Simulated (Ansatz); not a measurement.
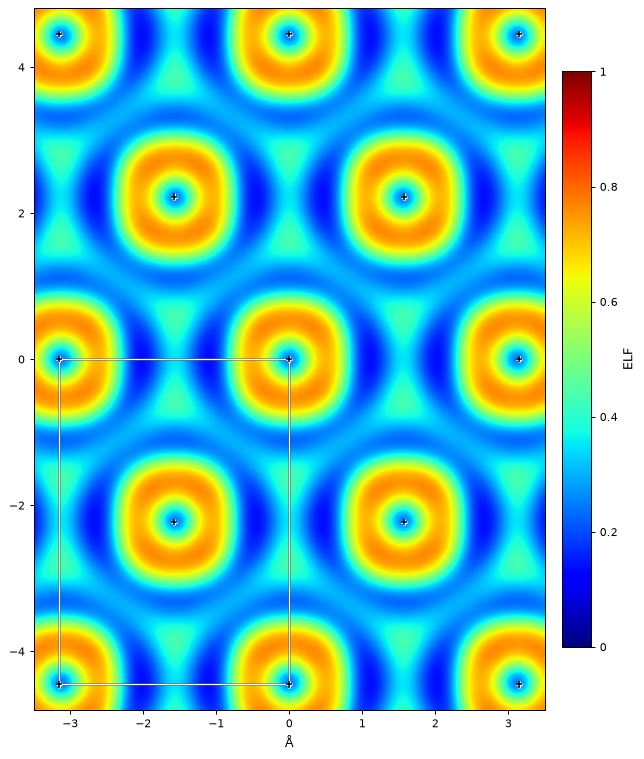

The electron localisation function on a plane through atoms (crosses mark nuclei in the plane).

These are results of DFT PBE, scalar-relativistic, plane waves, PAW (Ansatz), not measurements.

Candidates:
A. Mo, a = 3.15 Å, b = 3.15 Å, c = 3.15 Å, α = 90.00°, β = 90.00°, γ = 90.00°. Space group Im-3m; computed pressure about 3 GPa in this cell; computed without spin polarisation.
B. AlAs, a = 5.73 Å, b = 5.73 Å, c = 5.73 Å, α = 90.00°, β = 90.00°, γ = 90.00°. Space group F-43m.
C. InSb, a = 6.63 Å, b = 6.63 Å, c = 6.63 Å, α = 90.00°, β = 90.00°, γ = 90.00°. Space group F-43m; a structure from a database of computed crystals, not necessarily the ambient phase.

Which candidate gave the map?

Candidate A: Mo on the (011) plane of the conventional cell, which holds Mo. Mo–Mo (2.73 Å): the ELF is about 0.30 at the midpoint; no shared electron pair shows on this line.
